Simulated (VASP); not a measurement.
# Efg calculation of Si₁₂HO₂₃ (charge +1) (part 3 of 4)

Continued. System: Si₁₂HO₂₃ (defect cell, 36 atoms in the cell, total charge +1). Method: Kohn-Sham DFT of a periodic cell, PBE, VASP PAW PBE potentials, recommended, no spin polarisation (VASP 6.6.1); cutoff 520 eV, 3×3×2 k-mesh, fermi-dirac of 0.01 eV. The structure derives from a Materials Project entry. It belongs to a series of runs on one base structure; here: H on a O site, charge +1, host positions.

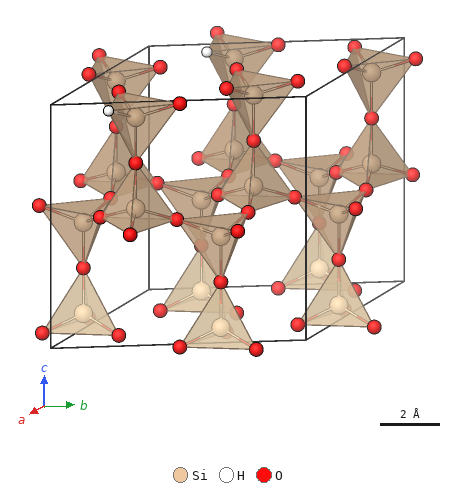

*The input geometry (polyhedral view of the cell of the calculation, seen slightly off an axis; polyhedra are completed across the faces of the cell).*

Parts of OUTCAR, continued:
```
     75      -2.0640      2.00000
     76      -2.0024      2.00000
     77      -1.9588      2.00000
     78      -1.9279      2.00000
     79      -1.8383      2.00000
     80      -1.7450      2.00000
     81      -1.6918      2.00000
     82      -1.6089      2.00000
     83      -1.4557      2.00000
     84      -1.3452      2.00000
     85      -1.2692      2.00000
     86      -1.1144      2.00000
     87      -1.0164      2.00000
     88      -0.9693      2.00000
     89      -0.8770      2.00000
     90      -0.8478      2.00000
     91      -0.5145      2.00000
     92      -0.4874      2.00000
     93      -0.3725      2.00000
     94       2.3639      0.00000
     95       5.2076      0.00000
     96       5.3179      0.00000
     97       6.4322      0.00000
     98       6.5759      0.00000
     99       6.7377      0.00000
    100       8.0159      0.00000
    101       8.1602      0.00000
    102       8.2294      0.00000
    103       8.3514      0.00000
    104       8.4175      0.00000
    105       8.4599      0.00000

 k-point     5 :       0.0000    0.0000    0.5000
  band No.  band energies     occupation
      1     -20.1908      2.00000
      2     -19.9894      2.00000
      3     -19.6063      2.00000
      4     -19.4910      2.00000
      5     -19.4684      2.00000
      6     -19.4610      2.00000
      7     -19.0084      2.00000
      8     -18.8260      2.00000
      9     -18.7460      2.00000
     10     -18.7438      2.00000
     11     -18.4698      2.00000
     12     -18.4397      2.00000
     13     -18.3834      2.00000
     14     -18.3707      2.00000
     15     -18.0103      2.00000
     16     -17.9093      2.00000
     17     -17.9002      2.00000
     18     -17.7531      2.00000
     19     -17.7476      2.00000
     20     -17.6772      2.00000
     21     -17.5852      2.00000
     22     -17.5502      2.00000
     23     -17.4587      2.00000
     24     -10.1598      2.00000
     25     -10.0165      2.00000
     26      -9.4520      2.00000
     27      -8.8167      2.00000
     28      -8.7575      2.00000
     29      -8.7505      2.00000
     30      -8.0032      2.00000
     31      -7.5201      2.00000
     32      -7.4794      2.00000
     33      -7.2671      2.00000
     34      -7.1498      2.00000
     35      -6.9010      2.00000
     36      -6.6856      2.00000
     37      -6.5691      2.00000
     38      -6.3218      2.00000
     39      -6.2115      2.00000
     40      -6.0973      2.00000
     41      -6.0341      2.00000
     42      -5.9162      2.00000
     43      -5.9149      2.00000
     44      -5.8169      2.00000
     45      -5.7911      2.00000
     46      -5.4850      2.00000
     47      -5.4501      2.00000
     48      -4.0977      2.00000
     49      -3.9701      2.00000
     50      -3.7308      2.00000
     51      -3.7115      2.00000
     52      -3.6616      2.00000
     53      -3.5443      2.00000
     54      -3.4758      2.00000
     55      -3.3565      2.00000
     56      -3.2686      2.00000
     57      -3.2464      2.00000
     58      -3.1549      2.00000
     59      -3.0358      2.00000
     60      -3.0106      2.00000
     61      -2.9003      2.00000
     62      -2.8624      2.00000
     63      -2.8255      2.00000
     64      -2.8096      2.00000
     65      -2.6835      2.00000
     66      -2.6666      2.00000
     67      -2.6512      2.00000
     68      -2.5402      2.00000
     69      -2.5225      2.00000
     70      -2.5126      2.00000
     71      -2.4380      2.00000
     72      -2.2895      2.00000
     73      -2.2384      2.00000
     74      -2.2208      2.00000
     75      -2.1245      2.00000
     76      -2.0611      2.00000
     77      -1.7369      2.00000
     78      -1.6709      2.00000
     79      -1.6204      2.00000
     80      -1.5626      2.00000
     81      -1.5102      2.00000
     82      -1.4386      2.00000
     83      -1.4204      2.00000
     84      -1.2540      2.00000
     85      -1.1371      2.00000
     86      -1.0972      2.00000
     87      -1.0739      2.00000
     88      -1.0430      2.00000
     89      -0.8597      2.00000
     90      -0.8312      2.00000
     91      -0.8122      2.00000
     92      -0.5849      2.00000
     93      -0.5452      2.00000
     94       2.4194      0.00000
     95       5.1617      0.00000
     96       5.2645      0.00000
     97       5.9120      0.00000
     98       6.4319      0.00000
     99       7.9439      0.00000
    100       8.0514      0.00000
    101       8.0626      0.00000
    102       8.1697      0.00000
    103       8.2646      0.00000
    104       8.3267      0.00000
    105       8.4654      0.00000

 k-point     6 :       0.3333    0.0000    0.5000
  band No.  band energies     occupation
      1     -20.1450      2.00000
      2     -20.0116      2.00000
      3     -19.6492      2.00000
      4     -19.6080      2.00000
      5     -19.4418      2.00000
      6     -19.3590      2.00000
      7     -18.9904      2.00000
      8     -18.9030      2.00000
      9     -18.8073      2.00000
     10     -18.6181      2.00000
     11     -18.5606      2.00000
     12     -18.4204      2.00000
     13     -18.3051      2.00000
     14     -18.2430      2.00000
     15     -18.1101      2.00000
     16     -17.9669      2.00000
     17     -17.8251      2.00000
     18     -17.7754      2.00000
     19     -17.7378      2.00000
     20     -17.6867      2.00000
     21     -17.5983      2.00000
     22     -17.5371      2.00000
     23     -17.4898      2.00000
     24     -10.3073      2.00000
     25      -9.6750      2.00000
     26      -9.3021      2.00000
     27      -9.0483      2.00000
     28      -9.0009      2.00000
     29      -8.7720      2.00000
     30      -8.0833      2.00000
     31      -7.5122      2.00000
     32      -7.4119      2.00000
     33      -7.2001      2.00000
     34      -7.0125      2.00000
     35      -6.8969      2.00000
     36      -6.6998      2.00000
     37      -6.4997      2.00000
     38      -6.3579      2.00000
     39      -6.3089      2.00000
     40      -6.0801      2.00000
     41      -5.9611      2.00000
     42      -5.8960      2.00000
     43      -5.8708      2.00000
     44      -5.8292      2.00000
     45      -5.7547      2.00000
     46      -5.5615      2.00000
     47      -5.5170      2.00000
     48      -4.2646      2.00000
     49      -3.7955      2.00000
     50      -3.7407      2.00000
     51      -3.6882      2.00000
     52      -3.6099      2.00000
     53      -3.4600      2.00000
     54      -3.4163      2.00000
     55      -3.3196      2.00000
     56      -3.2036      2.00000
     57      -3.1524      2.00000
     58      -3.1079      2.00000
     59      -3.0530      2.00000
     60      -2.9828      2.00000
     61      -2.9517      2.00000
     62      -2.9112      2.00000
     63      -2.8473      2.00000
     64      -2.7958      2.00000
     65      -2.7678      2.00000
     66      -2.7093      2.00000
     67      -2.6479      2.00000
     68      -2.5790      2.00000
     69      -2.5370      2.00000
     70      -2.5019      2.00000
     71      -2.4422      2.00000
     72      -2.3991      2.00000
     73      -2.3359      2.00000
     74      -2.2444      2.00000
     75      -2.1778      2.00000
     76      -2.0060      2.00000
     77      -1.9133      2.00000
     78      -1.7849      2.00000
     79      -1.6411      2.00000
     80      -1.5917      2.00000
     81      -1.5247      2.00000
     82      -1.4370      2.00000
     83      -1.3230      2.00000
     84      -1.2279      2.00000
     85      -1.1552      2.00000
     86      -1.0976      2.00000
     87      -1.0473      2.00000
     88      -0.9789      2.00000
     89      -0.8369      2.00000
     90      -0.7613      2.00000
     91      -0.6817      2.00000
     92      -0.6150      2.00000
     93      -0.5597      2.00000
     94       2.3737      0.00000
     95       5.1698      0.00000
     96       5.2988      0.00000
     97       6.3941      0.00000
     98       6.7191      0.00000
     99       7.2667      0.00000
    100       7.5350      0.00000
    101       7.8172      0.00000
    102       8.0653      0.00000
    103       8.1261      0.00000
    104       8.2904      0.00000
    105       8.3888      0.00000

 k-point     7 :       0.0000    0.3333    0.5000
  band No.  band energies     occupation
      1     -20.1074      2.00000
      2     -20.0344      2.00000
      3     -19.7383      2.00000
      4     -19.5961      2.00000
      5     -19.3958      2.00000
      6     -19.3390      2.00000
      7     -19.0471      2.00000
      8     -18.7495      2.00000
      9     -18.7399      2.00000
     10     -18.6786      2.00000
     11     -18.6178      2.00000
     12     -18.5101      2.00000
     13     -18.3053      2.00000
     14     -18.2779      2.00000
     15     -18.0103      2.00000
     16     -17.9449      2.00000
     17     -17.8939      2.00000
     18     -17.7650      2.00000
     19     -17.7280      2.00000
     20     -17.6388      2.00000
     21     -17.6196      2.00000
     22     -17.5935      2.00000
     23     -17.4594      2.00000
     24     -10.2089      2.00000
     25      -9.7735      2.00000
     26      -9.2944      2.00000
     27      -9.2066      2.00000
     28      -8.8758      2.00000
     29      -8.8074      2.00000
     30      -8.0293      2.00000
     31      -7.4372      2.00000
     32      -7.3370      2.00000
     33      -7.3135      2.00000
     34      -7.0773      2.00000
     35      -6.9098      2.00000
     36      -6.6585      2.00000
     37      -6.4687      2.00000
     38      -6.4426      2.00000
     39      -6.1721      2.00000
     40      -6.0781      2.00000
     41      -6.0552      2.00000
     42      -5.8859      2.00000
     43      -5.8678      2.00000
     44      -5.7974      2.00000
     45      -5.7813      2.00000
     46      -5.5774      2.00000
     47      -5.5038      2.00000
     48      -4.0911      2.00000
     49      -3.8224      2.00000
     50      -3.7359      2.00000
     51      -3.6862      2.00000
     52      -3.6094      2.00000
     53      -3.5842      2.00000
     54      -3.4382      2.00000
     55      -3.3343      2.00000
     56      -3.2258      2.00000
     57      -3.1694      2.00000
     58      -3.0903      2.00000
     59      -3.0899      2.00000
     60      -3.0031      2.00000
     61      -2.9974      2.00000
     62      -2.9477      2.00000
     63      -2.8511      2.00000
     64      -2.8149      2.00000
     65      -2.7587      2.00000
     66      -2.6940      2.00000
     67      -2.6190      2.00000
     68      -2.5646      2.00000
     69      -2.4979      2.00000
     70      -2.4722      2.00000
     71      -2.4365      2.00000
     72      -2.3928      2.00000
     73      -2.2937      2.00000
     74      -2.2246      2.00000
     75      -2.0850      2.00000
     76      -2.0850      2.00000
     77      -1.9630      2.00000
     78      -1.8534      2.00000
     79      -1.6752      2.00000
     80      -1.5180      2.00000
     81      -1.4834      2.00000
     82      -1.4389      2.00000
     83      -1.2487      2.00000
     84      -1.2470      2.00000
     85      -1.1873      2.00000
     86      -1.0859      2.00000
     87      -1.0855      2.00000
     88      -0.9769      2.00000
     89      -0.8112      2.00000
     90      -0.7984      2.00000
     91      -0.6588      2.00000
     92      -0.6183      2.00000
     93      -0.5627      2.00000
     94       2.4125      0.00000
     95       5.1052      0.00000
     96       5.2067      0.00000
     97       6.4890      0.00000
     98       6.7154      0.00000
     99       7.4981      0.00000
    100       7.5902      0.00000
    101       7.8160      0.00000
    102       7.8284      0.00000
    103       8.0877      0.00000
    104       8.2233      0.00000
    105       8.4634      0.00000

 k-point     8 :       0.3333    0.3333    0.5000
  band No.  band energies     occupation
      1     -20.1057      2.00000
      2     -20.0124      2.00000
      3     -19.7661      2.00000
      4     -19.6078      2.00000
      5     -19.4068      2.00000
      6     -19.3042      2.00000
      7     -19.0263      2.00000
      8     -18.8635      2.00000
      9     -18.8156      2.00000
     10     -18.6289      2.00000
     11     -18.5793      2.00000
     12     -18.3885      2.00000
     13     -18.3120      2.00000
     14     -18.2064      2.00000
     15     -18.1049      2.00000
     16     -17.9921      2.00000
     17     -17.8396      2.00000
     18     -17.7556      2.00000
     19     -17.7269      2.00000
     20     -17.7091      2.00000
     21     -17.6009      2.00000
     22     -17.5562      2.00000
     23     -17.4820      2.00000
     24     -10.3035      2.00000
     25      -9.4509      2.00000
     26      -9.3513      2.00000
     27      -9.2062      2.00000
     28      -8.9864      2.00000
     29      -8.9020      2.00000
     30      -8.1025      2.00000
     31      -7.4780      2.00000
     32      -7.3840      2.00000
     33      -7.1500      2.00000
     34      -7.0285      2.00000
     35      -6.8272      2.00000
     36      -6.7173      2.00000
     37      -6.5394      2.00000
     38      -6.3790      2.00000
     39      -6.2312      2.00000
     40      -6.1057      2.00000
     41      -5.9727      2.00000
     42      -5.8701      2.00000
     43      -5.8432      2.00000
     44      -5.8257      2.00000
     45      -5.6903      2.00000
     46      -5.6502      2.00000
     47      -5.5603      2.00000
     48      -4.2562      2.00000
     49      -3.7711      2.00000
     50      -3.7329      2.00000
     51      -3.6701      2.00000
     52      -3.5970      2.00000
     53      -3.4280      2.00000
     54      -3.3779      2.00000
     55      -3.2878      2.00000
     56      -3.2068      2.00000
     57      -3.1694      2.00000
     58      -3.0884      2.00000
     59      -3.0328      2.00000
     60      -3.0107      2.00000
     61      -2.9166      2.00000
     62      -2.9067      2.00000
     63      -2.8577      2.00000
     64      -2.7961      2.00000
     65      -2.7892      2.00000
     66      -2.7120      2.00000
     67      -2.6958      2.00000
     68      -2.6866      2.00000
     69      -2.5542      2.00000
     70      -2.5045      2.00000
     71      -2.4379      2.00000
     72      -2.3711      2.00000
     73      -2.3402      2.00000
     74      -2.2674      2.00000
     75      -2.1218      2.00000
     76      -2.0668      2.00000
     77      -2.0177      2.00000
     78      -1.8361      2.00000
     79      -1.6585      2.00000
     80      -1.5724      2.00000
     81      -1.5172      2.00000
     82      -1.4110      2.00000
     83      -1.2649      2.00000
     84      -1.2169      2.00000
     85      -1.1833      2.00000
     86      -1.0952      2.00000
     87      -1.0696      2.00000
     88      -0.9963      2.00000
     89      -0.8192      2.00000
     90      -0.7804      2.00000
     91      -0.6384      2.00000
     92      -0.5758      2.00000
     93      -0.5297      2.00000
     94       2.3751      0.00000
     95       5.1939      0.00000
     96       5.2275      0.00000
     97       7.0188      0.00000
     98       7.0309      0.00000
     99       7.1527      0.00000
    100       7.1790      0.00000
    101       7.3014      0.00000
    102       7.5360      0.00000
    103       8.2590      0.00000
    104       8.3243      0.00000
    105       8.5268      0.00000
 [bands above 105 left out]

------------------------ aborting loop because EDIFF is reached ----------------------------------------

  FORCE on cell =-STRESS in cart. coord.  units (eV):
  Direction    XX          YY          ZZ          XY          YZ          ZX
  --------------------------------------------------------------------------------------
  -------------------------------------------------------------------------------------
  Total        4.1144458      5.8497964      6.2913358     -1.5028576     -0.8472298     -1.4674450
  in kB       11.5376066     16.4038250     17.6419767     -4.2142687     -2.3757767     -4.1149657
  external PRESSURE =      15.1944694 kB  Pullay stress =       0.0000000 kB

 VOLUME and BASIS-vectors are now :
 -----------------------------------------------------------------------------
  energy-cutoff  :      520.00
  volume of cell :      571.36
      direct lattice vectors                 reciprocal lattice vectors
     7.603610833  4.389946761  0.000000000     0.065758231  0.113896598  0.000000000
    -7.603610833  4.389946761  0.000000000    -0.065758231  0.113896598  0.000000000
     0.000000000  0.000000000  8.558488540     0.000000000  0.000000000  0.116843061
```
